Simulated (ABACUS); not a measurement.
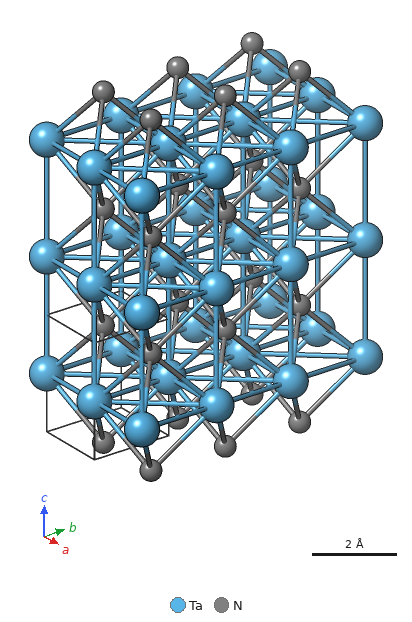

Fig. 1: The structure as given in the input (ball-and-stick view of the cell of the calculation, repeated 2 × 3 × 3, seen slightly off an axis). Near neighbours in the crystal (not all of them lie inside the picture): Ta has 6 N at 2.23 Å and 8 Ta at 2.88 to 2.94 Å; N has 6 Ta at 2.23 Å.

**Single-point calculation at one volume of an equation of state of TaN (part 1 of 2)**

System: TaN (P-6m2, 2 atoms in the cell).
Method: Kohn-Sham DFT of a periodic cell, PBE, PseudoDojo NC SR 0.4.1 PBE standard, no spin polarisation (ABACUS 3.10.1).

The structure derives from an entry of the Crystallography Open Database. It belongs to a series of runs on one base structure; here: volume scaled by 1.0.

### Output
```
ABACUS v3.10.1

               Atomic-orbital Based Ab-initio Computation at UStc

 ------------------------------------------------------------------------------------

 READING GENERAL INFORMATION
                           global_out_dir = OUT.TaN/
                           global_in_card = INPUT
                               pseudo_dir = ./
                              orbital_dir = ./
                                    DSIZE = 4
                                    GSIZE = 1

 READING UNITCELL INFORMATION
                                    ntype = 2
                  lattice constant (Bohr) = 1.88973
              lattice constant (Angstrom) = 1

 READING ATOM TYPE 1
                               atom label = Ta
                      L=0, number of zeta = 3
                      L=1, number of zeta = 2
                      L=2, number of zeta = 2
                      L=3, number of zeta = 1
             number of atom for this type = 1

 READING ATOM TYPE 2
                               atom label = N
                      L=0, number of zeta = 2
                      L=1, number of zeta = 2
                      L=2, number of zeta = 1
             number of atom for this type = 1

                        TOTAL ATOM NUMBER = 2
DIRECT COORDINATES
    atom                   x                   y                   z     mag                  vx                  vy                  vz
taud_Ta1            0.0000000000        0.0000000000        0.5000000000  0.0000        0.0000000000        0.0000000000        0.0000000000
taud_N1            0.6666666667        0.3333333333        0.0000000000  0.0000        0.0000000000        0.0000000000        0.0000000000

                          Volume (Bohr^3) = 145.437
                             Volume (A^3) = 21.5515

 Lattice vectors: (Cartesian coordinate: in unit of a_0)
               +2.938                  +0                  +0
               -1.469            +2.54438                  +0
                   +0                  +0              +2.883
 Reciprocal vectors: (Cartesian coordinate: in unit of 2 pi/a_0)
            +0.340368           +0.196511                  -0
                   -0           +0.393023                  -0
                   +0                  -0           +0.346861
 The esolver type has been set to : ksdft_lcao

                PAO radial cut off (Bohr) = 10

 Read in pseudopotential file is Ta.upf
                     pseudopotential type = NC
          exchange-correlation functional = PBE
                 nonlocal core correction = 1
                        valence electrons = 13
                                     lmax = 3
                           number of zeta = 4
                     number of projectors = 8
                           L of projector = 0
                           L of projector = 0
                           L of projector = 1
                           L of projector = 1
                           L of projector = 2
                           L of projector = 2
                           L of projector = 3
                           L of projector = 3
                PAO radial cut off (Bohr) = 10

 Read in pseudopotential file is N.upf
                     pseudopotential type = NC
          exchange-correlation functional = PBE
                 nonlocal core correction = 1
                        valence electrons = 5
                                     lmax = 1
                           number of zeta = 2
                     number of projectors = 4
                           L of projector = 0
                           L of projector = 0
                           L of projector = 1
                           L of projector = 1
     initial pseudo atomic orbital number = 14

 SETUP THE ELECTRONS NUMBER
            electron number of element Ta = 13
      total electron number of element Ta = 13
             electron number of element N = 5
       total electron number of element N = 5
            AUTOSET number of electrons:  = 18
                           occupied bands = 9
                                   NLOCAL = 39
                                   NBANDS = 13
                                   NBANDS = 13
                                   NLOCAL = 39

%%%%%%%%%%%%%%%%%%%%%%%%%%%%%%%%%%%%%%%%%%%%%%%%%%%%%%%%%%%%%%%%%%%%%%%%%%%%%%%%%%%%%%%%%%%%%%%%%%%%%%%%%%
 Warning: the number of valence electrons in pseudopotential > 5 for Ta: [Xe] 4f14 5d3 6s2
 Pseudopotentials with additional electrons can yield (more) accurate outcomes, but may be less efficient.
 If you're confident that your chosen pseudopotential is appropriate, you can safely ignore this warning.
%%%%%%%%%%%%%%%%%%%%%%%%%%%%%%%%%%%%%%%%%%%%%%%%%%%%%%%%%%%%%%%%%%%%%%%%%%%%%%%%%%%%%%%%%%%%%%%%%%%%%%%%%%

 SETUP THE PLANE WAVE BASIS
 energy cutoff for charge/potential (unit:Ry) = 400
            fft grid for charge/potential = [ 36, 36, 36 ]
                        fft grid division = [ 3, 3, 3 ]
        big fft grid for charge/potential = [ 12, 12, 12 ]
                                     nbxx = 432
                                     nrxx = 11664

 SETUP PLANE WAVES FOR CHARGE/POTENTIAL
                    number of plane waves = 19673
                         number of sticks = 847

 PARALLEL PW FOR CHARGE/POTENTIAL
     PROC   COLUMNS(POT)             PW
        1            212           4920
        2            212           4920
        3            211           4915
        4            212           4918
 --------------- sum -------------------
        4            847          19673
                            number of |g| = 924
                                  max |g| = 36.1708
                                  min |g| = 0.154467

----------- Double Check Mixing Parameters Begin ------------
mixing_type: broyden
mixing_beta: 0.7
mixing_gg0: 1
mixing_gg0_min: 0.1
mixing_ndim: 8
----------- Double Check Mixing Parameters End ------------

 LATTICE VECTORS: (CARTESIAN COORDINATE: IN UNIT OF A0)
               +2.938                  +0                  +0
               -1.469            +2.54438                  +0
                   +0                  +0              +2.883
                       right hand lattice = 1
                                   NORM_A = 2.938
                                   NORM_B = 2.938
                                   NORM_C = 2.883
                           ALPHA (DEGREE) = 90
                           BETA  (DEGREE) = 90
                           GAMMA (DEGREE) = 120

 The lattice vectors have been changed (STRU_SIMPLE.cif)

(for optimal symmetric configuration:)
                             BRAVAIS TYPE = 4
                     BRAVAIS LATTICE NAME = 04. Hexagonal cell
                                    ibrav = 4
                                    IBRAV = 4
                                  BRAVAIS = HEXAGONAL CELL
                       LATTICE CONSTANT A = 2.938
                                C/A RATIO = 0.98128
Original cell was already a primitive cell.
                        ROTATION MATRICES = 24
              PURE POINT GROUP OPERATIONS = 12
                   SPACE GROUP OPERATIONS = 12
                                       C2 = 3
                                       C3 = 2
                                       C4 = 0
                                       C6 = 0
                                       S1 = 4
                                       S3 = 2
                                       S4 = 0
                                       S6 = 0
                              POINT GROUP = D_3h
                                       C2 = 3
                                       C3 = 2
                                       C4 = 0
                                       C6 = 0
                                       S1 = 4
                                       S3 = 2
                                       S4 = 0
                                       S6 = 0
               POINT GROUP IN SPACE GROUP = D_3h

 SETUP K-POINTS
                                    nspin = 1
                   Input type of k points = Monkhorst-Pack(Gamma)
                                   nkstot = 900
                       right hand lattice = 1
(for reciprocal lattice: )
                             BRAVAIS TYPE = 4
                     BRAVAIS LATTICE NAME = 04. Hexagonal cell
                                    ibrav = 4
                       right hand lattice = 1
(for k-lattice: )
                             BRAVAIS TYPE = 4
                     BRAVAIS LATTICE NAME = 04. Hexagonal cell
                                    ibrav = 4
                       right hand lattice = 1
                        ROTATION MATRICES = 24
                               nkstot_ibz = 70
K-POINTS REDUCTION ACCORDING TO SYMMETRY
     IBZ    DIRECT_X    DIRECT_Y    DIRECT_Z  WEIGHT  ibz2bz
       1  0.00000000  0.00000000  0.00000000  0.0011       0
       2 -0.10000000  0.10000000  0.00000000  0.0067       1
       3 -0.20000000  0.20000000  0.00000000  0.0067       2
       4 -0.30000000  0.30000000  0.00000000  0.0067       3
       5 -0.40000000  0.40000000  0.00000000  0.0067       4
       6  0.50000000  0.50000000  0.00000000  0.0033       5
       7 -0.10000000  0.20000000  0.00000000  0.0067      11
       8 -0.20000000  0.30000000  0.00000000  0.0133      12
       9 -0.30000000  0.40000000  0.00000000  0.0133      13
      10  0.50000000  0.40000000  0.00000000  0.0133      14
      11 -0.20000000  0.40000000  0.00000000  0.0067      22
      12  0.50000000  0.30000000  0.00000000  0.0133      23
      13  0.40000000  0.40000000  0.00000000  0.0067      24
      14  0.40000000  0.30000000  0.00000000  0.0067      33
      15  0.00000000  0.00000000  0.11111111  0.0022     100
      16 -0.10000000  0.10000000  0.11111111  0.0133     101
      17 -0.20000000  0.20000000  0.11111111  0.0133     102
      18 -0.30000000  0.30000000  0.11111111  0.0133     103
      19 -0.40000000  0.40000000  0.11111111  0.0133     104
      20  0.50000000  0.50000000  0.11111111  0.0067     105
      21 -0.10000000  0.20000000  0.11111111  0.0133     111
      22 -0.20000000  0.30000000  0.11111111  0.0267     112
      23 -0.30000000  0.40000000  0.11111111  0.0267     113
      24  0.50000000  0.40000000  0.11111111  0.0267     114
      25 -0.20000000  0.40000000  0.11111111  0.0133     122
      26  0.50000000  0.30000000  0.11111111  0.0267     123
      27  0.40000000  0.40000000  0.11111111  0.0133     124
      28  0.40000000  0.30000000  0.11111111  0.0133     133
      29  0.00000000  0.00000000  0.22222222  0.0022     200
      30 -0.10000000  0.10000000  0.22222222  0.0133     201
[... 40 further k points ...]

                               nkstot now = 70
[... K-POINTS DIRECT COORDINATES: 70 rows ...]

           k-point number in this process = 70
       minimum distributed K point number = 70
[... stars of the k points ...]

[... K-POINTS CARTESIAN COORDINATES: 70 rows ...]

[... K-POINTS DIRECT COORDINATES: 70 rows ...]

 SETUP PLANE WAVES FOR WAVE FUNCTIONS
     energy cutoff for wavefunc (unit:Ry) = 100
              fft grid for wave functions = [ 36, 36, 36 ]
                    number of plane waves = 3463
                         number of sticks = 265

 PARALLEL PW FOR WAVE FUNCTIONS
     PROC   COLUMNS(POT)             PW
        1             67            867
        2             67            867
        3             66            864
        4             65            865
 --------------- sum -------------------
        4            265           3463

 SET NONLOCAL PSEUDOPOTENTIAL PROJECTORS
 SET NONLOCAL PSEUDOPOTENTIAL PROJECTORS
 max number of nonlocal projetors among all species is 8

 -------------------------------------------
 SELF-CONSISTENT
 -------------------------------------------

 SETUP SEARCHING RADIUS FOR PROGRAM TO SEARCH ADJACENT ATOMS
                  longest orb rcut (Bohr) = 7
   longest nonlocal projector rcut (Bohr) = 2.3
                     search radius (Bohr) = 18.6
              searching radius is (Bohr)) = 18.6
         searching radius unit is (Bohr)) = 1.89
                         PeriodicBoundary = 1
                        Radius(unit:lat0) = 9.84
                                   glayer = [ 5, 5, 5 ]
                             glayer_minus = [ 4, 4, 4 ]

Find the coordinate range of the input atom(unit:lat0).
                                  min_tau = [ -17.6, -10.2, -11.5 ]
                                  max_tau = [ 19.1, 11, 13 ]
                                BoxNumber = [ 9, 9, 9 ]

 SETUP EXTENDED REAL SPACE GRID FOR GRID INTEGRATION
                          real space grid = [ 36, 36, 36 ]
                 big cell numbers in grid = [ 12, 12, 12 ]
             meshcell numbers in big cell = [ 3, 3, 3 ]
                        extended fft grid = [ 18, 18, 16 ]
                dimension of extened grid = [ 49, 49, 45 ]
                            UnitCellTotal = 125
              Atom number in sub-FFT-grid = 2
    Local orbitals number in sub-FFT-grid = 39
                                ParaV.nnr = 32050
                                 init_chg = atomic

 LCAO ALGORITHM --------------- ION=   1  ELEC=   1--------------------------------

 Density error is 0.109373475346
----------------------------------------------------------
     Energy           Rydberg                 eV
----------------------------------------------------------
 E_KohnSham     -150.9339010117      -2053.5610751265
 E_Harris       -151.6340034346      -2063.0864572619
 E_Fermi        1.5263334626         20.7668321388
----------------------------------------------------------

 LCAO ALGORITHM --------------- ION=   1  ELEC=   2--------------------------------

 Density error is 0.0986080621402
----------------------------------------------------------
     Energy           Rydberg                 eV
----------------------------------------------------------
 E_KohnSham     -151.0257273810      -2054.8104369766
 E_Harris       -150.9798358891      -2054.1860511965
 E_Fermi        1.4556116971         19.8046131554
----------------------------------------------------------

 LCAO ALGORITHM --------------- ION=   1  ELEC=   3--------------------------------

 Density error is 0.0134942999762
----------------------------------------------------------
     Energy           Rydberg                 eV
----------------------------------------------------------
 E_KohnSham     -151.1138672643      -2056.0096416103
 E_Harris       -151.2026728500      -2057.2179035903
 E_Fermi        1.4859641319         20.2175792172
----------------------------------------------------------

 LCAO ALGORITHM --------------- ION=   1  ELEC=   4--------------------------------

 Density error is 0.00601380010808
----------------------------------------------------------
     Energy           Rydberg                 eV
----------------------------------------------------------
 E_KohnSham     -151.1137319600      -2056.0078007011
 E_Harris       -151.0446374178      -2055.0677212256
 E_Fermi        1.4790346157         20.1232983134
```
